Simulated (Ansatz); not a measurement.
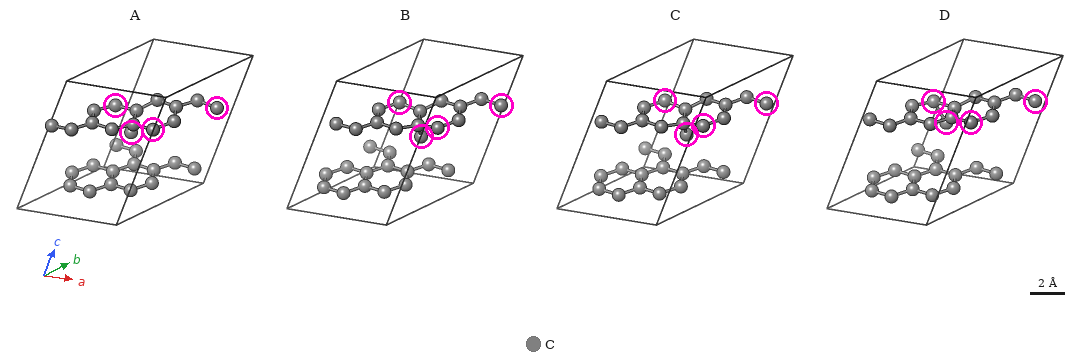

4 geometries from a converged minimum-energy path of a defect cell of composition C (29 atoms in the cell), shuffled. Style: ball-and-stick. Shown: the reduced simulation cell (origin moved), from a free direction. The atoms that move most are ringed. Lengths and directions refer to the drawn axes. Bonds to atoms that aren't drawn are left out.

Theory: DFT PBE, scalar-relativistic, plane waves, PAW (Ansatz 0.2.0). Run with plane-wave cutoff 420 eV; k-point mesh 4 × 4 × 4; Gaussian smearing 0.1 eV; 5 movable images; climbing image.

Which frame is the top of the path?

Answer. A. In order along the path, whose images run from 0 to 6: D (image 1, +0.01 eV), A (image 3, +0.38 eV), C (image 5, +0.01 eV), B (image 6, 0.00 eV). A C atom travels furthest, 2.11 Å from end to end, along [3 −2 0], on a path that bends up to 0.89 Å away from the straight line. At the highest image its nearest neighbour (C) is 1.48 Å away, against 1.53 Å at the start, and the surrounding atoms stand up to 0.89 Å off the mean of their end positions. Breaking: C–C (1.53 → 2.47 Å). Forming: C–C (2.48 → 1.53 Å).

Limits of the set-up: the periodic images lie only 6.5 Å apart, so the values are limited by the cell's size.

Cost: 82 min on 4 threads of Intel(R) Xeon(R) Processor @ 2.50GHz (Skylake/Cascade Lake), on a shared host, peak memory 4.1 GiB.
